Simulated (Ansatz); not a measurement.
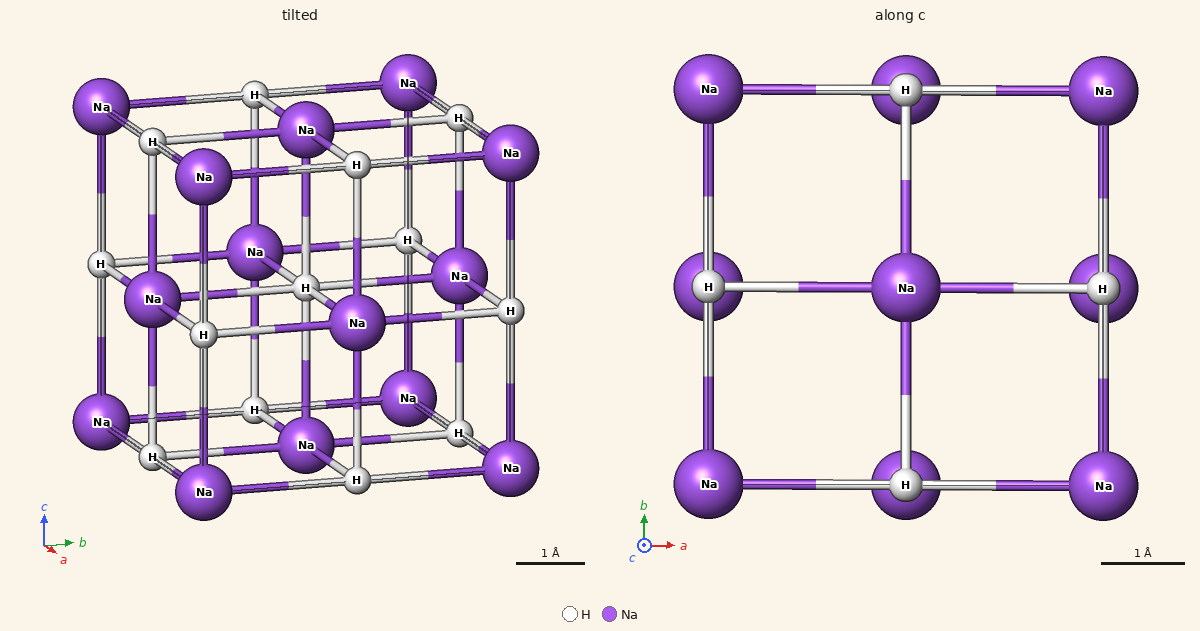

The image is a ball-and-stick drawing of a crystal, viewed slightly off an axis and along the c axis. One drawn cell (a repeat of the simulation cell) is outlined, and atoms on its boundary appear in each equivalent place.

NaH, a = 4.795 Å, b = 4.795 Å, c = 4.795 Å, α = 90.00°, β = 90.00°, γ = 90.29°. Strictly the space group is Immm (No. 71, within 0.01 Å). It is a distorted form of a face-centred cubic structure, space group Fm-3m (No. 225) within 0.25 Å: rock salt (NaCl type). It goes back to a structure type filled with these elements by a generator (whether the compound takes this form wasn't checked). The cell was then strained or its atoms displaced on purpose. A calculation with Ansatz used it as input.

This one geometry was computed with Ansatz (DFT, plane waves, PAW) at three levels of theory: HSE06, PBE and r2SCAN. It was relaxed with r2SCAN and then strained.

How does the band gap change with the level of theory?

Answer. PBE: a gap of 3.79 eV, indirect; r2SCAN: a gap of 4.39 eV, indirect; HSE06: a gap of 4.83 eV, indirect.

Collect the results in a table.

Answer.
| level | cutoff (eV) | k-mesh of the run's cell | gap (eV) | pressure (GPa) |
| --- | --- | --- | --- | --- |
| HSE06 | 420 | 6×6×6 | 4.83 | 0.2 |
| PBE | 420 | 10×10×10 | 3.79 | 0.6 |
| r2SCAN | 500 | 10×10×10 | 4.39 | 0.0 |

Gaps are taken on the k-mesh or band path of each run.
